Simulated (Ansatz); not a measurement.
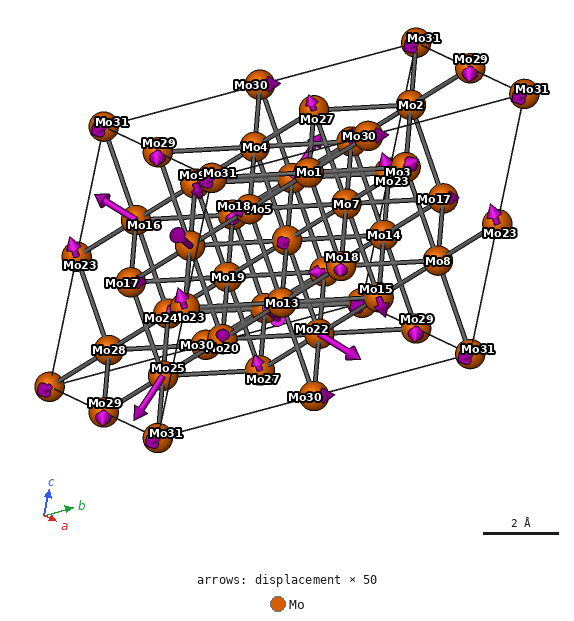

A relaxation of a defect cell of composition Mo. The starting structure is drawn; purple arrows show the displacements, magnified 50 times.

Style: ball-and-stick. Shown: the cell of the calculation, slightly off an axis.

Case: Mo vacancy (site a), charge +0, atoms relaxed at the host's cell.

Method: DFT PBE, scalar-relativistic, plane waves, PAW (Ansatz 0.2.0).

Input
```yaml
crystal:
  lattice:
    - [6.3212044168, 0.0, -6.3212044168]
    - [6.3212044168, -6.3212044168, 0.0]
    - [0.0, -6.3212044168, -6.3212044168]
  atoms:
    - { symbol: Mo, position: [0.875, 0.375, 0.875] }
    - { symbol: Mo, position: [0.375, 0.875, 0.875] }
    - { symbol: Mo, position: [0.75, 0.75, 0.75] }
    - { symbol: Mo, position: [0.375, 0.375, 0.875] }
    - { symbol: Mo, position: [0.75, 0.25, 0.75] }
    - { symbol: Mo, position: [0.25, 0.75, 0.75] }
    - { symbol: Mo, position: [0.625, 0.625, 0.625] }
    - { symbol: Mo, position: [0.875, 0.875, 0.375] }
    - { symbol: Mo, position: [0.25, 0.25, 0.75] }
    - { symbol: Mo, position: [0.625, 0.125, 0.625] }
    - { symbol: Mo, position: [0.125, 0.625, 0.625] }
    - { symbol: Mo, position: [0.5, 0.5, 0.5] }
    - { symbol: Mo, position: [0.875, 0.375, 0.375] }
    - { symbol: Mo, position: [0.375, 0.875, 0.375] }
    - { symbol: Mo, position: [0.75, 0.75, 0.25] }
    - { symbol: Mo, position: [0.125, 0.125, 0.625] }
    - { symbol: Mo, position: [0.5, 0.0, 0.5] }
    - { symbol: Mo, position: [0.0, 0.5, 0.5] }
    - { symbol: Mo, position: [0.375, 0.375, 0.375] }
    - { symbol: Mo, position: [0.75, 0.25, 0.25] }
    - { symbol: Mo, position: [0.25, 0.75, 0.25] }
    - { symbol: Mo, position: [0.625, 0.625, 0.125] }
    - { symbol: Mo, position: [0.0, 1.0, 0.5] }
    - { symbol: Mo, position: [0.25, 0.25, 0.25] }
    - { symbol: Mo, position: [0.625, 0.125, 0.125] }
    - { symbol: Mo, position: [0.125, 0.625, 0.125] }
    - { symbol: Mo, position: [0.5, 0.5, 0.0] }
    - { symbol: Mo, position: [0.125, 0.125, 0.125] }
    - { symbol: Mo, position: [0.5, 0.0, 0.0] }
    - { symbol: Mo, position: [0.0, 0.5, 0.0] }
    - { symbol: Mo, position: [0.0, 0.0, 0.0] }
basis:
  ecutwfc: 420
  xc_grid: 2
kpoints:
  mp_grid: { grid: [6, 6, 6], shift: [0.0, 0.0, 0.0] }
hamiltonian:
  xc: pbe
scf:
  occupations: { method: gaussian, width: 0.1 }
output:
  forces: true
  stress: false
  eigenvalues: true
relax:
  adjacent_minimum: "off"
  f_tol: 0.025
  max_steps: 45
```

Run as
```bash
ansatz run input.yaml --threads 4 --pin off --max-ram 8192MiB --backend cpu --events-out ev --progress --plain --runs-dir out
```

Question: What did the optimiser do to the structure, and how much energy did it gain?

Answer: After 1 accepted move (2 points after the start) the energy has fallen by 50.3 meV per cell of the calculation. Largest force component: 0.36 eV/Å at the start, 0.016 eV/Å at the end. The line search rejected the trial step at point 1 of the run. The largest moves, 0.029 Å, are those of Mo10, Mo11, Mo16, Mo22, Mo25 and Mo26. Mo16 goes along [−1 −1 1]. The cell stays as it was. Near-neighbour distances that change, for instance: Mo10–Mo23 2.737 → 2.716 Å, Mo10–Mo12 2.737 → 2.751 Å, Mo12–Mo19 2.737 → 2.728 Å.
